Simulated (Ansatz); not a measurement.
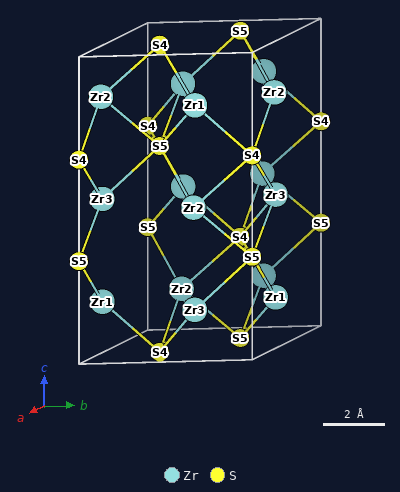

Figure 1. The input geometry of run A (ball-and-stick view of the cell 3 times as large as that of the calculation, set on its symmetry axes, seen slightly off an axis; atoms are numbered from 1 in the order of the input). Near neighbours in the crystal (not all of them lie inside the picture): Zr has 4 S at 2.61 to 2.62 Å; S has 6 Zr at 2.61 to 2.62 Å.

## What a change does: single-point calculation on Zr3S2

System: Zr3S2 (R32, 5 atoms in the cell).
Method of run A: Kohn-Sham DFT of a periodic cell, PBE, Ansatz PAW, no spin polarisation (Ansatz 0.2.0).

The structure derives from a Materials Project entry. Text and figures count atoms from 1; the logs count them from 0 in places.

The input, run A:
```yaml
crystal:
  lattice:
    - [2.9025379727, 1.6757810799, 3.4877732718]
    - [-2.9025379727, 1.6757810799, 3.4877732718]
    - [0.0, -3.3515621597, 3.4877732718]
  atoms:
    - { symbol: Zr, position: [0.838727, 0.5, 0.161273] }
    - { symbol: Zr, position: [0.5, 0.161273, 0.838727] }
    - { symbol: Zr, position: [0.161273, 0.838727, 0.5] }
    - { symbol: S, position: [0.665023, 0.665023, 0.665023] }
    - { symbol: S, position: [0.334977, 0.334977, 0.334977] }
hamiltonian:
  xc: pbe
  pseudopotentials: { kind: paw }
kpoints:
  mp_grid: { grid: [6, 6, 6] }
scf:
  occupations: { method: fermi_dirac, width: 0.05 }
output:
  forces: true
  stress: true
  eigenvalues: true
```

Launched with:
```bash
ansatz run input.yaml --threads 2 --pin off --max-ram 5120MiB --backend cpu --events-out ev --progress --plain --runs-dir out
```

Hardware: 2 threads of Intel Xeon @ 2.50GHz (Skylake/Cascade Lake), 189 GiB of memory available, shared host.

Output, shortened to warnings, some set-up lines, iterations and results (run A):
```
Basis set: ecut = 420 eV, 1949 PW (Γ), exchange–correlation on 72×72×72 points (8 copies of the dense FFT grid, shifted against one another)
Symmetry: 6 space group operations
k-points: 32 of 216 (time reversal used)
Initial density: superposition of atomic densities (neutral atoms: chi_scale 0, normalization atom), corrected by the library's trained network
[...]
SCF iter   1: F=—  HF=-14361.109614 eV  |F-HF|=—  |Δ(HF+E_count)|=         —  Δρ=6.63e-3  dr2=5.75e-2  ethr=1.77e-3  ⟨swp⟩=5.3  Hψ=3896  notcnv=0
SCF iter   2: F=—  HF=-14361.101224 eV  |F-HF|=—  |Δ(HF+E_count)|=   8.39e-3  Δρ=3.72e-3  dr2=1.73e-2  ethr=1.20e-4  ⟨swp⟩=1.8  Hψ=1231  notcnv=0
SCF iter   3: F=—  HF=-14361.100805 eV  |F-HF|=—  |Δ(HF+E_count)|=   4.19e-4  Δρ=7.79e-4  dr2=8.96e-4  ethr=3.61e-5  ⟨swp⟩=2.0  Hψ=1258  notcnv=0
SCF iter   4: F=—  HF=-14361.100831 eV  |F-HF|=—  |Δ(HF+E_count)|=   2.55e-5  Δρ=1.64e-4  dr2=3.11e-5  ethr=1.87e-6  ⟨swp⟩=2.1  Hψ=1250  notcnv=0
SCF iter   5: F=—  HF=-14361.100792 eV  |F-HF|=—  |Δ(HF+E_count)|=   3.88e-5  Δρ=3.33e-5  dr2=1.43e-6  ethr=6.49e-8  ⟨swp⟩=2.0  Hψ=1262  notcnv=0
SCF iter   6: F=—  HF=-14361.100792 eV  |F-HF|=—  |Δ(HF+E_count)|=   2.81e-7  Δρ=9.51e-6  dr2=1.52e-7  ethr=2.98e-9  ⟨swp⟩=2.4  Hψ=1678  notcnv=0
SCF iter   7: F=-14361.100792 eV  HF=-14361.100792 eV  |F-HF|=2.78e-10  |Δ(HF+E_count)|=  6.53e-10  Δρ=2.03e-6  dr2=4.90e-9  ethr=2.08e-10  ⟨swp⟩=5.0  Hψ=3283  notcnv=0
SCF 1 converged in 7 iterations: F = -14361.100792 eV  dr2 = 4.90e-9
SCF converged after 7 iterations
Free energy (F): -14361.100792 eV
Harris-Foulkes:  -14361.100792 eV  (|F-HF|=2.78e-10)
Internal energy: -14361.080983 eV  (E = F + TS)
E sigma→0 (E₀):  -14361.090888 eV
Entropy (-TS):   -0.019809 eV (-3.962 meV/atom)
Fermi energy:    12.777415 eV
--- Per-component energies (eV) ---
  E_band       = -295.520570
  E_kinetic    = 1219.328493
  E_local      = -2257.911323  (includes V_loc(G=0)·N_el)
  E_nonlocal   = 295.338285
  E_hartree    = 725.333850
  E_xc         = -682.253835
  E_vxc        = -752.050526  (∫ρ·V_xc dr)
  E_paw        = -10062.733883  (= ΣΔE_a)
  E_vpaw       = -250.892890  (= ΣTr[D̂ρ^β])
  E_aug_tail   = 0.000078  (compensation charges beyond the density's cutoff)
  E_ewald      = -3598.182649
  E_smearing   = -0.019809  (= −TS)
  E_closure    = -0.000000  (closes the sum)
  Σ components = -14361.100792   (vs F -14361.100792, Δ=0.00e0)
--- Forces (eV/Å), atoms counted from 1 ---
  atom   1  Zr    -0.02843856    -0.04925704     0.00000000
  atom   2  Zr    -0.02843856     0.04925704    -0.00000000
  atom   3  Zr     0.05687713     0.00000000     0.00000000
  atom   4  S      0.00000000    -0.00000000    -0.01340083
  atom   5  S      0.00000000     0.00000000     0.01340083
  max |Σ_I F_I| component: 4.86e-17 eV/Å
--- Stress (GPa, compression-positive) ---
       -0.967306       0.000000       0.000000
        0.000000      -0.967306       0.000000
        0.000000       0.000000      -0.834111
  P = ⅓ Tr σ = -0.9229 GPa (-9.229 kbar)
```

For run B the input was changed thus:
```diff
-    - { symbol: Zr, position: [0.838727, 0.5, 0.161273] }
-    - { symbol: Zr, position: [0.5, 0.161273, 0.838727] }
-    - { symbol: Zr, position: [0.161273, 0.838727, 0.5] }
-    - { symbol: S, position: [0.665023, 0.665023, 0.665023] }
-    - { symbol: S, position: [0.334977, 0.334977, 0.334977] }
+    - { symbol: Zr, position: [0.845164, 0.495759, 0.146856] }
+    - { symbol: Zr, position: [0.496257, 0.161903, 0.847701] }
+    - { symbol: Zr, position: [0.140233, 0.856792, 0.497468] }
+    - { symbol: S, position: [0.656848, 0.664325, 0.661247] }
+    - { symbol: S, position: [0.332667, 0.345742, 0.337843] }
```

How does run B compare with run A?

With the same functional and potentials, run B lies 18.4 meV per atom higher. The pressure goes from −0.92 to −1.47 GPa. The largest force goes from 0.057 to 0.830 eV/Å. The SCF takes 8 iterations against 7. The irreducible k-points go from 32 to 112. On the same kind of shared host run B took about 2.7 times as long.

Output, shortened to warnings, some set-up lines, iterations and results (run B):
```
Basis set: ecut = 420 eV, 1949 PW (Γ), exchange–correlation on 72×72×72 points (8 copies of the dense FFT grid, shifted against one another)
Symmetry: 1 space group operations
k-points: 112 of 216 (time reversal used)
Initial density: superposition of atomic densities (neutral atoms: chi_scale 0, normalization atom), corrected by the library's trained network
[...]
SCF iter   1: F=—  HF=-14361.018078 eV  |F-HF|=—  |Δ(HF+E_count)|=         —  Δρ=6.59e-3  dr2=6.04e-2  ethr=1.77e-3  ⟨swp⟩=5.3  Hψ=13672  notcnv=0
SCF iter   2: F=—  HF=-14361.009912 eV  |F-HF|=—  |Δ(HF+E_count)|=   8.17e-3  Δρ=3.75e-3  dr2=1.94e-2  ethr=1.26e-4  ⟨swp⟩=1.2  Hψ=4174  notcnv=0
SCF iter   3: F=—  HF=-14361.008808 eV  |F-HF|=—  |Δ(HF+E_count)|=   1.10e-3  Δρ=7.94e-4  dr2=1.14e-3  ethr=4.05e-5  ⟨swp⟩=2.0  Hψ=4386  notcnv=0
SCF iter   4: F=—  HF=-14361.008739 eV  |F-HF|=—  |Δ(HF+E_count)|=   6.85e-5  Δρ=2.55e-4  dr2=1.46e-4  ethr=2.38e-6  ⟨swp⟩=2.0  Hψ=4347  notcnv=0
SCF iter   5: F=—  HF=-14361.008731 eV  |F-HF|=—  |Δ(HF+E_count)|=   8.21e-6  Δρ=1.14e-4  dr2=2.76e-5  ethr=3.05e-7  ⟨swp⟩=2.1  Hψ=3889  notcnv=0
SCF iter   6: F=—  HF=-14361.008723 eV  |F-HF|=—  |Δ(HF+E_count)|=   7.82e-6  Δρ=3.01e-5  dr2=1.57e-6  ethr=5.74e-8  ⟨swp⟩=2.0  Hψ=3706  notcnv=0
SCF iter   7: F=—  HF=-14361.008723 eV  |F-HF|=—  |Δ(HF+E_count)|=   1.28e-7  Δρ=8.63e-6  dr2=1.21e-7  ethr=3.26e-9  ⟨swp⟩=2.3  Hψ=4846  notcnv=0
SCF iter   8: F=-14361.008723 eV  HF=-14361.008723 eV  |F-HF|=1.57e-9  |Δ(HF+E_count)|=   1.94e-8  Δρ=1.69e-6  dr2=4.47e-9  ethr=2.08e-10  ⟨swp⟩=4.5  Hψ=10438  notcnv=0
SCF 1 converged in 8 iterations: F = -14361.008723 eV  dr2 = 4.47e-9
SCF converged after 8 iterations
Free energy (F): -14361.008723 eV
Harris-Foulkes:  -14361.008723 eV  (|F-HF|=1.57e-9)
Internal energy: -14360.988819 eV  (E = F + TS)
E sigma→0 (E₀):  -14360.998771 eV
Entropy (-TS):   -0.019904 eV (-3.981 meV/atom)
Fermi energy:    12.811237 eV
--- Per-component energies (eV) ---
  E_band       = -294.152631
  E_kinetic    = 1218.550013
  E_local      = -2241.586082  (includes V_loc(G=0)·N_el)
  E_nonlocal   = 295.558006
  E_hartree    = 717.949630
  E_xc         = -681.955967
  E_vxc        = -751.651264  (∫ρ·V_xc dr)
  E_paw        = -10062.742626  (= ΣΔE_a)
  E_vpaw       = -250.922359  (= ΣTr[D̂ρ^β])
  E_aug_tail   = 0.000077  (compensation charges beyond the density's cutoff)
  E_ewald      = -3606.761870
  E_smearing   = -0.019904  (= −TS)
  E_closure    = -0.000000  (closes the sum)
  Σ components = -14361.008723   (vs F -14361.008723, Δ=0.00e0)
--- Forces (eV/Å), atoms counted from 1 ---
  atom   1  Zr    -0.50391323    -0.56170374     0.30892065
  atom   2  Zr    -0.06084513     0.45292832    -0.39424009
  atom   3  Zr     0.81048409     0.03233839     0.17535195
  atom   4  S     -0.24453188     0.18118348    -0.05537840
  atom   5  S     -0.00119710    -0.10474415    -0.03465398
  max |Σ_I F_I| component: 3.24e-6 eV/Å
--- Stress (GPa, compression-positive) ---
       -2.151959      -0.046658       0.222699
       -0.046658      -1.176353       0.651737
        0.222699       0.651737      -1.076976
  P = ⅓ Tr σ = -1.4684 GPa (-14.684 kbar)
```

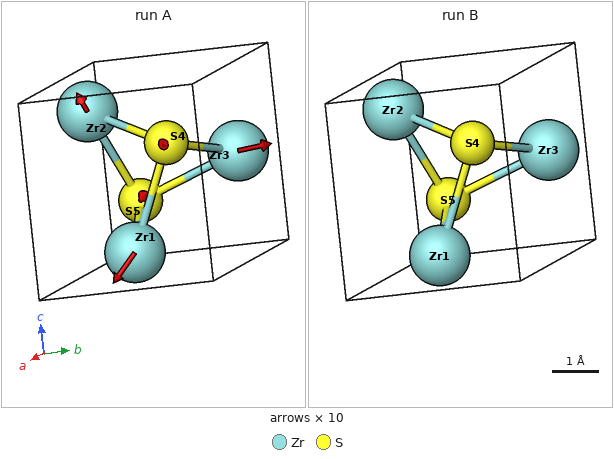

Figure 2. The two input geometries at one scale (ball-and-stick view of the cell of the calculation, seen slightly off an axis). The red arrows on the first give the shifts of the atoms relative to the cell, with their mean removed, magnified 10 times. Zr1 moves most: 0.085 Å. Largest moves by element: Zr 0.085 Å, S 0.049 Å. (The mean shift of all atoms is removed.) The cell doesn't change. Among the contacts that change: Zr1–S4 2.617 → 2.671 Å, Zr2–S4 2.605 → 2.643 Å, Zr2–S5 2.617 → 2.640 Å, Zr3–S5 2.605 → 2.620 Å.

The two runs side by side:

| quantity | run A | run B |
| --- | --- | --- |
| outcome | converged | converged |
| free energy per atom (eV) | −2872.2202 | −2872.2017 |
| energy per atom, smearing taken to zero (eV) | −2872.2182 | −2872.1998 |
| gap on the mesh (eV) | 0.00 | 0.00 |
| pressure (GPa) | −0.92 | −1.47 |
| largest force (eV/Å) | 0.057 | 0.830 |
| SCF iterations | 7 | 8 |
| irreducible k-points | 32 | 112 |
| plane waves at Γ | 1949 | 1949 |
| wall time (shared host) | 9.4 s | 26 s |
